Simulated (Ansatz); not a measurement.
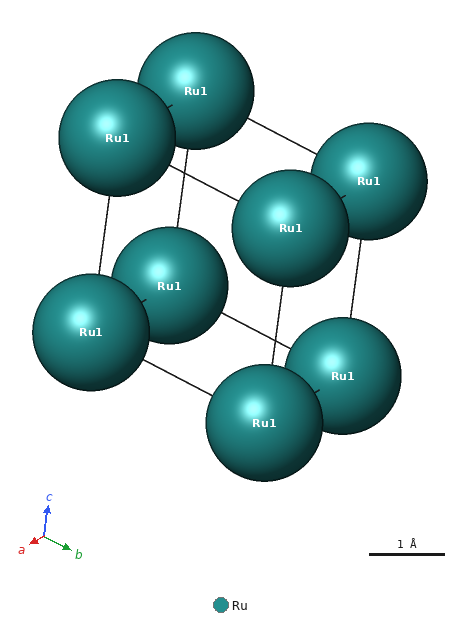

**Figure 1.** The structure as given in the input (spheres-only view of the cell of the calculation, seen slightly off an axis; atoms are numbered from 1 in the order of the input).

## Geometry relaxation of Ru

System: Ru (Im-3m, 1 atom in the cell).
Method: DFT PBE, scalar-relativistic, plane waves, PAW, no spin polarisation (Ansatz 0.2.0).

The structure was made by swapping elements on the sites of another compound; it need not be a known phase. It belongs to a series of runs on one base structure; here: Fe -> Ru on all its sites, cell and atoms relaxed. Figures and captions count atoms from 1; the log counts them from 0 in places.

Input file
```yaml
crystal:
  lattice:
    - [-1.5160848609, 1.5160848609, 1.5160848609]
    - [1.5160848609, -1.5160848609, 1.5160848609]
    - [1.5160848609, 1.5160848609, -1.5160848609]
  atoms:
    - { symbol: Ru, position: [0.0, 0.0, 0.0] }
basis:
  ecutwfc: 420
kpoints:
  mp_grid: { grid: [20, 20, 20] }
hamiltonian:
  xc: pbe
scf:
  occupations: { method: gaussian, width: 0.1 }
output:
  forces: true
  stress: true
  eigenvalues: true
relax:
  adjacent_minimum: "off"
  f_tol: 0.01
  max_steps: 60
  cell: { stress_tol: 0.1 }
```

Run on 1 thread of Intel Xeon (Granite Rapids), 128 GiB of memory available, shared host.

Launch command:
```bash
ansatz run input.yaml --threads 1 --pin off --max-ram 2560MiB --backend cpu --events-out ev --progress --plain --runs-dir out
```

The program's output
```
Engine: ansatz 0.2.0, x86_64-unknown-linux-gnu
Pseudopotentials: kind: paw
Pseudopotential: Ru, paw, valence charge 16, recommended cutoff 420 eV (normal), Ru.paw.azcp
Functional definition: PBE
  parameter kappa = 0.804
  parameter beta = 0.06672455060314922
  exchange = pbe_x(kappa = kappa, mu = beta*pi^2/3)
  correlation = pbe_c(beta = beta)
Crystal: 1 atoms, lattice volume = 13.939 Å³
Basis set: ecut = 420 eV, 249 PW (Γ), exchange–correlation on 36×36×36 points (8 copies of the dense FFT grid, shifted against one another)
Bands: 12, of which v1, the nominal top of the filled ones, is band 8 counted from 1 (7 counted from 0)
Symmetry: 48 space group operations
Space group: Im-3m (ITA 229), of the structure as read, at distance tolerance 2.4e-5 Å
k-points: 256 of 8000
Non-local potential: Ru, projectors of the file, l = 0: 3, l = 1: 2, l = 2: 2, l = 3: 1
PAW form: soft (Blöchl's): semilocal exchange-correlation on the pseudo side does not see the compensation charge
PAW one-centre angular grid: Ru, 590 points (default); XC on 64 Gauss nodes
Initial density: superposition of atomic densities (neutral atoms: chi_scale 0, normalization atom), corrected by the library's trained network
Initial wavefunctions: pseudopotential atomic-orbital guess
Functional: x = pbe(κ = 0.804, μ = 0.2195149727645171), c = pbe(β = 0.06672455060314922)
SCF iter   1: F=—  HF=-5878.057668 eV  |F-HF|=—  |Δ(HF+E_count)|=         —  Δρ=4.92e-3  dr2=5.77e-4  ethr=1.77e-3  ⟨swp⟩=5.0  Hψ=16810  notcnv=0
preconditioner: auto → none  [metal: Δε(μ)=0.014 eV  Ē_g=11.089 eV  σ=0.100 eV  W_gap=0.08  n_scr=0 (ndim 8)  ℏωp=28.1 eV  f_vac=0.000  D(μ)=2.10/eV (n_scr^D=42)]
SCF iter   2: F=—  HF=-5878.057513 eV  |F-HF|=—  |Δ(HF+E_count)|=   1.55e-4  Δρ=2.45e-3  dr2=1.57e-4  ethr=3.60e-6  ⟨swp⟩=2.0  Hψ=7045  notcnv=0
SCF iter   3: F=—  HF=-5878.057678 eV  |F-HF|=—  |Δ(HF+E_count)|=   1.65e-4  Δρ=8.04e-4  dr2=8.35e-5  ethr=9.80e-7  ⟨swp⟩=2.3  Hψ=4755  notcnv=0
SCF iter   4: F=—  HF=-5878.057649 eV  |F-HF|=—  |Δ(HF+E_count)|=   2.94e-5  Δρ=1.68e-4  dr2=2.92e-6  ethr=5.22e-7  ⟨swp⟩=2.6  Hψ=4695  notcnv=0
iter 5 did not close the SCF: its close was put off for the readings that it lacked (scf_convergence_deferred on its scf_iter line)
SCF iter   5: F=-5878.057648 eV  HF=-5878.057648 eV  |F-HF|=3.63e-8  |Δ(HF+E_count)|=   6.02e-7  Δρ=3.22e-5  dr2=8.94e-8  ethr=1.82e-8  ⟨swp⟩=2.4  Hψ=4778  notcnv=0
SCF iter   6: F=-5878.057648 eV  HF=-5878.057648 eV  |F-HF|=1.02e-8  |Δ(HF+E_count)|=   2.79e-9  Δρ=1.12e-5  dr2=1.56e-8  ethr=5.59e-10  ⟨swp⟩=2.2  Hψ=10973  notcnv=0
SCF 1 converged in 6 iterations: F = -5878.057648 eV  dr2 = 1.56e-8
  greatest PAW one-centre occupation: 0.998 electrons in one spin orbital (limit 2), on the Ru atom at site 0 (counted from 0), in its partial waves of l = 0
relax step   1: F+E_penalty+E_count = -5878.05764820 eV  Δ(F+E_penalty+E_count) = +0.000e0 eV  max|allowed force component| = 0.000e0 eV/Å  Δτ_max = 0.0000 Å  P = +6.160 GPa  Ω = 13.939 Å³  (6 SCF iters, dr2 threshold 1.00e-7 eV, accepted)
Crystal: 1 atoms, lattice volume = 14.534 Å³
Basis set: ecut = 420 eV, 321 PW (Γ), exchange–correlation on 36×36×36 points (8 copies of the dense FFT grid, shifted against one another)
Initial density: handed on by an earlier stage of this run
Initial wavefunctions: those handed on with the density
iter 1 solved again at ethr=6.07e-6 eV; its pass at ethr=3.10e-3 eV (dr2=9.71e-4 eV) is discarded
SCF iter   1: F=—  HF=-5878.057871 eV  |F-HF|=—  |Δ(HF+E_count)|=         —  Δρ=3.17e-3  dr2=1.23e-3  ethr=6.07e-6  ⟨swp⟩=2.0  Hψ=21371  notcnv=0
preconditioner: auto → none  [metal: Δε(μ)=0.014 eV  Ē_g=10.680 eV  σ=0.100 eV  W_gap=0.08  n_scr=0 (ndim 8)  ℏωp=27.5 eV  f_vac=0.000  D(μ)=2.24/eV (n_scr^D=42)]
SCF iter   2: F=—  HF=-5878.057647 eV  |F-HF|=—  |Δ(HF+E_count)|=   2.24e-4  Δρ=1.49e-3  dr2=1.19e-4  ethr=6.07e-6  ⟨swp⟩=2.2  Hψ=4345  notcnv=0
SCF iter   3: F=—  HF=-5878.057644 eV  |F-HF|=—  |Δ(HF+E_count)|=   3.59e-6  Δρ=6.32e-4  dr2=2.26e-5  ethr=7.41e-7  ⟨swp⟩=2.7  Hψ=5316  notcnv=0
SCF iter   4: F=—  HF=-5878.057646 eV  |F-HF|=—  |Δ(HF+E_count)|=   2.14e-6  Δρ=2.76e-4  dr2=4.18e-6  ethr=1.41e-7  ⟨swp⟩=1.0  Hψ=3072  notcnv=0
SCF iter   5: F=—  HF=-5878.057647 eV  |F-HF|=—  |Δ(HF+E_count)|=   9.58e-7  Δρ=5.91e-5  dr2=1.90e-7  ethr=2.62e-8  ⟨swp⟩=1.0  Hψ=3084  notcnv=0
SCF iter   6: F=-5878.057647 eV  HF=-5878.057647 eV  |F-HF|=7.57e-10  |Δ(HF+E_count)|=   5.95e-8  Δρ=6.19e-6  dr2=2.08e-9  ethr=6.25e-10  ⟨swp⟩=3.9  Hψ=9024  notcnv=0
SCF 2 converged in 6 iterations: F = -5878.057647 eV  dr2 = 2.08e-9
relax step   2: F+E_penalty+E_count = -5878.05764687 eV  Δ(F+E_penalty+E_count) = +1.334e-6 eV  max|allowed force component| = 0.000e0 eV/Å  Δτ_max = 0.0000 Å  P = -5.538 GPa  Ω = 14.534 Å³  energy of the carried Pulay correction = -2.743e-4 eV  (6 SCF iters, dr2 threshold 1.00e-7 eV, accepted)
Crystal: 1 atoms, lattice volume = 14.246 Å³
iter 1 solved again at ethr=2.08e-6 eV; its pass at ethr=3.10e-3 eV (dr2=3.32e-4 eV) is discarded
SCF iter   1: F=—  HF=-5878.063116 eV  |F-HF|=—  |Δ(HF+E_count)|=         —  Δρ=1.55e-3  dr2=2.89e-4  ethr=2.08e-6  ⟨swp⟩=2.0  Hψ=21358  notcnv=0
preconditioner: auto → none  [metal: Δε(μ)=0.016 eV  Ē_g=10.872 eV  σ=0.100 eV  W_gap=0.09  n_scr=0 (ndim 8)  ℏωp=27.8 eV  f_vac=0.000  D(μ)=2.17/eV (n_scr^D=42)]
SCF iter   2: F=—  HF=-5878.063058 eV  |F-HF|=—  |Δ(HF+E_count)|=   5.79e-5  Δρ=7.07e-4  dr2=2.57e-5  ethr=1.81e-6  ⟨swp⟩=2.2  Hψ=4231  notcnv=0
SCF iter   3: F=—  HF=-5878.063054 eV  |F-HF|=—  |Δ(HF+E_count)|=   4.51e-6  Δρ=3.04e-4  dr2=4.93e-6  ethr=1.61e-7  ⟨swp⟩=2.7  Hψ=5291  notcnv=0
SCF iter   4: F=—  HF=-5878.063055 eV  |F-HF|=—  |Δ(HF+E_count)|=   9.80e-7  Δρ=1.32e-4  dr2=9.08e-7  ethr=3.08e-8  ⟨swp⟩=1.0  Hψ=3072  notcnv=0
SCF iter   5: F=-5878.063055 eV  HF=-5878.063055 eV  |F-HF|=8.66e-9  |Δ(HF+E_count)|=   1.93e-7  Δρ=2.79e-5  dr2=4.06e-8  ethr=6.25e-10  ⟨swp⟩=3.0  Hψ=11195  notcnv=0
SCF 3 converged in 5 iterations: F = -5878.063055 eV  dr2 = 4.06e-8
relax step   3: F+E_penalty+E_count = -5878.06305516 eV  Δ(F+E_penalty+E_count) = -5.408e-3 eV  max|allowed force component| = 0.000e0 eV/Å  Δτ_max = 0.0000 Å  P = -0.233 GPa  Ω = 14.246 Å³  energy of the carried Pulay correction = -1.430e-4 eV  (5 SCF iters, dr2 threshold 1.00e-7 eV, accepted)
Crystal: 1 atoms, lattice volume = 14.234 Å³
iter 1 solved again at ethr=3.96e-9 eV; its pass at ethr=3.10e-3 eV (dr2=6.33e-7 eV) is discarded
SCF iter   1: F=—  HF=-5878.063073 eV  |F-HF|=—  |Δ(HF+E_count)|=         —  Δρ=8.54e-5  dr2=7.03e-7  ethr=3.96e-9  ⟨swp⟩=2.0  Hψ=20204  notcnv=0
preconditioner: auto → none  [metal: Δε(μ)=0.017 eV  Ē_g=10.882 eV  σ=0.100 eV  W_gap=0.09  n_scr=0 (ndim 8)  ℏωp=27.8 eV  f_vac=0.000  D(μ)=2.17/eV (n_scr^D=42)]
SCF iter   2: F=-5878.063069 eV  HF=-5878.063069 eV  |F-HF|=2.40e-9  |Δ(HF+E_count)|=   3.27e-6  Δρ=4.27e-5  dr2=8.66e-8  ethr=6.25e-10  ⟨swp⟩=3.0  Hψ=11197  notcnv=0
SCF 4 converged in 2 iterations: F = -5878.063069 eV  dr2 = 8.66e-8
relax step   4: F+E_penalty+E_count = -5878.06306924 eV  Δ(F+E_penalty+E_count) = -1.408e-5 eV  max|allowed force component| = 0.000e0 eV/Å  Δτ_max = 0.0000 Å  P = -0.003 GPa  Ω = 14.234 Å³  energy of the carried Pulay correction = -1.376e-4 eV  (2 SCF iters, dr2 threshold 1.00e-7 eV, accepted)
Initial wavefunctions: pseudopotential atomic-orbital guess (no wavefunctions were taken with the density)
iter 1 solved again at ethr=1.28e-7 eV; its pass at ethr=3.10e-3 eV (dr2=2.05e-5 eV) is discarded
SCF iter   1: F=—  HF=-5878.063195 eV  |F-HF|=—  |Δ(HF+E_count)|=         —  Δρ=7.20e-5  dr2=1.06e-7  ethr=1.28e-7  ⟨swp⟩=3.1  Hψ=25963  notcnv=0
SCF iter   2: F=—  HF=-5878.063193 eV  |F-HF|=—  |Δ(HF+E_count)|=   2.47e-6  Δρ=3.65e-5  dr2=2.83e-8  ethr=6.61e-10  ⟨swp⟩=1.3  Hψ=3245  notcnv=0
SCF iter   3: F=—  HF=-5878.063193 eV  |F-HF|=—  |Δ(HF+E_count)|=   4.73e-8  Δρ=3.73e-6  dr2=1.60e-9  ethr=1.77e-10  ⟨swp⟩=2.7  Hψ=5091  notcnv=0
SCF iter   4: F=-5878.063193 eV  HF=-5878.063193 eV  |F-HF|=2.73e-12  |Δ(HF+E_count)|=  5.22e-10  Δρ=7.71e-7  dr2=2.09e-11  ethr=1.00e-12  ⟨swp⟩=3.0  Hψ=12683  notcnv=0
SCF 5 converged in 4 iterations: F = -5878.063193 eV  dr2 = 2.09e-11
relax step   5: F+E_penalty+E_count = -5878.06319290 eV  Δ(F+E_penalty+E_count) = -1.237e-4 eV  max|allowed force component| = 0.000e0 eV/Å  Δτ_max = 0.0000 Å  P = -0.017 GPa  Ω = 14.234 Å³  stress off target by 1.66e-2 GPa  SCF on the basis re-selected at this cell (its energy is not comparable with the rows above)  (4 SCF iters)
```

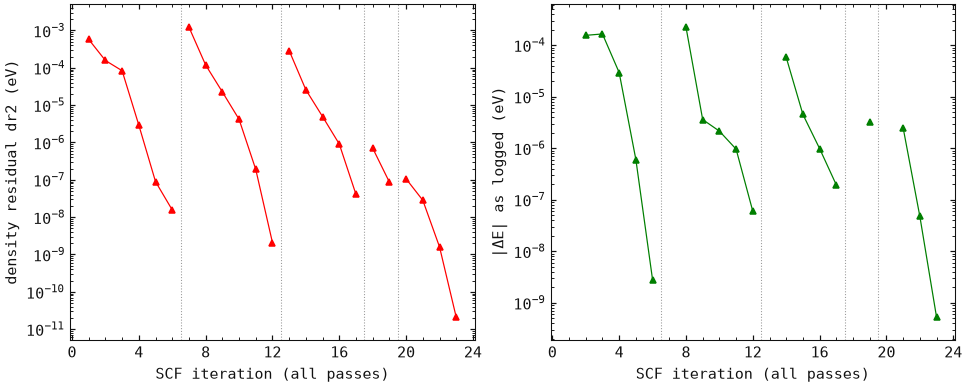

**Figure 2.** Convergence of the self-consistent field: density residual dr2 and size of the energy change against the SCF iteration. The dotted lines part the SCF passes of the relaxation: geometry steps, rejected trials and re-solves on a re-selected basis. The 5 passes take 2 to 6 iterations each, 23 in all.

```
basis re-selected at this cell: Δ(F+E_penalty+E_count) = -1.237e-4 eV, ΔP = -0.014 GPa vs the last step (what re-selecting the basis moved, of the pressure what is left beyond the Pulay correction that the steps carried, after the strain that the cell walked since its last selection, with what the two solves' SCF thresholds leave and, on support functions, any second-order correction that the steps lacked; it is no measure of the basis error at this ecutwfc). This SCF's stress stands 1.66e-2 GPa from its target on what of the cell is left free (relax.cell.stress_tol is 1.00e-1 GPa) and its largest allowed force component is 0.00e0 eV/Å (relax.f_tol is 1.00e-2 eV/Å): within both
SCF converged after 4 iterations
Free energy (F): -5878.063193 eV
Harris-Foulkes:  -5878.063193 eV  (|F-HF|=2.73e-12)
Internal energy: -5878.052335 eV  (E = F + TS)
E sigma→0 (E₀):  -5878.057764 eV
Entropy (-TS):   -0.010858 eV (-10.858 meV/atom)
Fermi energy:    22.343843 eV
--- Per-component energies (eV) ---
  E_band       = -70.237411
  E_kinetic    = 513.533168
  E_local      = -1308.399369  (includes V_loc(G=0)·N_el)
  E_nonlocal   = 344.016118
  E_hartree    = 420.548699
  E_xc         = -189.963146
  E_vxc        = -238.427676  (∫ρ·V_xc dr)
  E_paw        = -3461.021310  (= ΣΔE_a)
  E_vpaw       = -222.056892  (= ΣTr[D̂ρ^β])
  E_aug_tail   = -0.000187  (compensation charges beyond the density's cutoff)
  E_ewald      = -2196.766309
  E_smearing   = -0.010858  (= −TS)
  E_closure    = -0.000000  (closes the sum)
  Σ components = -5878.063193   (vs F -5878.063193, Δ=0.00e0)
--- Forces (eV/Å), atoms counted from 1 ---
  atom   1  Ru     0.00000000     0.00000000    -0.00000000
  max |Σ_I F_I| component: 4.49e-33 eV/Å
--- Stress (GPa, compression-positive) ---
       -0.016604      -0.000000       0.000000
        0.000000      -0.016604      -0.000000
        0.000000      -0.000000      -0.016604
  P = ⅓ Tr σ = -0.0166 GPa (-0.166 kbar)
--- Band table (eV; the first three rows and the last of 256) ---
  k-point 0: bands = ["-50.7268", "-20.1798", "-20.1798", "-20.1798", "14.4906", "19.6182", "19.6182", "19.6182", "22.2597", "22.2597", "39.2398", "39.2398"]
  k-point 1: bands = ["-50.7229", "-20.2034", "-20.1873", "-20.1797", "14.5987", "19.5688", "19.6156", "19.7104", "22.1935", "22.2627", "39.3024", "39.3587"]
  k-point 2: bands = ["-50.7116", "-20.2718", "-20.2095", "-20.1799", "14.9115", "19.4281", "19.6012", "19.9833", "22.0317", "22.2734", "39.4322", "39.6198"]
  k-point 255: bands = ["-50.4486", "-20.8368", "-20.8368", "-20.8368", "16.2585", "16.2585", "24.1084", "24.1084", "24.1084", "31.5535", "31.5535", "31.5535"]
--- Relaxed structure (4 steps of the walk, 4 accepted, 1 SCFs on fresh bases) ---
  F+E_penalty+E_count = -5878.06319290 eV   max|allowed force component| = 0.000e0 eV/Å   (the final SCF, on the basis selected at the relaxed cell)
  cell:  # Å, volume = 14.2342 Å³
    - [-1.5267144994087685, 1.5267144994087685, 1.5267144994087685]
    - [1.5267144994087685, -1.5267144994087685, 1.5267144994087685]
    - [1.5267144994087685, 1.5267144994087685, -1.5267144994087685]
  atoms:
    - { symbol: Ru, position: [0.0, 0.0, 0.0] }
```

Trajectory as extended XYZ (Å, eV, eV/Å), 5 frames, from step=1 to step=5
```
1
Lattice="-1.5161 1.5161 1.5161 1.5161 -1.5161 1.5161 1.5161 1.5161 -1.5161" Properties=species:S:1:pos:R:3:forces:R:3 step=1 energy=-5878.05765 pressure_GPa=6.16
Ru    0.0000    0.0000    0.0000    0.0000   0.0000   0.0000
1
Lattice="-1.5374 1.5374 1.5374 1.5374 -1.5374 1.5374 1.5374 1.5374 -1.5374" Properties=species:S:1:pos:R:3:forces:R:3 step=2 energy=-5878.05765 pressure_GPa=-5.54
Ru    0.0000    0.0000    0.0000    0.0000   0.0000   0.0000
1
Lattice="-1.5271 1.5271 1.5271 1.5271 -1.5271 1.5271 1.5271 1.5271 -1.5271" Properties=species:S:1:pos:R:3:forces:R:3 step=3 energy=-5878.06305 pressure_GPa=-0.23
Ru    0.0000    0.0000    0.0000    0.0000   0.0000   0.0000
1
Lattice="-1.5267 1.5267 1.5267 1.5267 -1.5267 1.5267 1.5267 1.5267 -1.5267" Properties=species:S:1:pos:R:3:forces:R:3 step=4 energy=-5878.06307 pressure_GPa=-0.00
Ru    0.0000    0.0000    0.0000    0.0000   0.0000   0.0000
1
Lattice="-1.5267 1.5267 1.5267 1.5267 -1.5267 1.5267 1.5267 1.5267 -1.5267" Properties=species:S:1:pos:R:3:forces:R:3 step=5 energy=-5878.06319 pressure_GPa=-0.02
Ru    0.0000    0.0000    0.0000    0.0000   0.0000   0.0000
```

Summary

- outcome: converged
- space group (tolerance 0.01 Å): Im-3m (229)
- electrons treated: 16
- free energy: −5878.0632 eV
- Fermi energy: 22.344 eV
- gap on the k-point mesh: none (metallic)
- pressure: −0.02 GPa
- final volume: 14.23 Å³
- largest force (length of the vector) at the end: under 0.001 eV/Å
- final cell: a = 2.644 Å, b = 2.644 Å, c = 2.644 Å, α = 109.47°, β = 109.47°, γ = 109.47°
- wall time: 6.7 s
- peak memory: 0.36 GiB
